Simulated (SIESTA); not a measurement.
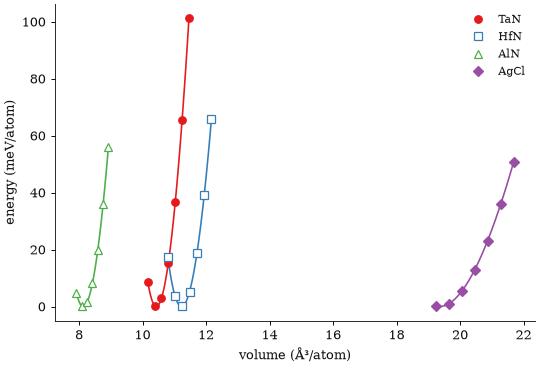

The plot gives the computed energy against volume, with one curve for each compound, for AgCl, AlN, HfN and TaN (all in space group Fm-3m (No. 225)).

Method: DFT in numerical atomic orbitals with pseudopotentials, no spin polarisation; energies at scaled volumes of the given cell, shape and fractions fixed, counted from the fit's minimum, third-order Birch-Murnaghan fit (SIESTA 5.4.2). Level: LDA.

- occupations: Fermi–Dirac
- smearing width: 0.05 eV
- potentials: PseudoDojo 0.4 standard, converted to PSML, two zetas on semicore shells

Settings that differ: TaN: k mesh 10×10×10; HfN: k mesh 10×10×10; AlN: k mesh 11×11×11; AgCl: k mesh 8×8×8.

Q: Order the curves by fitted equilibrium volume, smallest first.

A: AlN 8.131, TaN 10.434, HfN 11.228, AgCl 19.350 Å³/atom.

Q: Order the curves by fitted bulk modulus, smallest first.

A: AgCl 72.7, AlN 266.9, HfN 309.6, TaN 384.1 GPa.

Keep in mind: mulliken charges of long orbitals; short basis over semicore shells (TaN, HfN, AgCl).
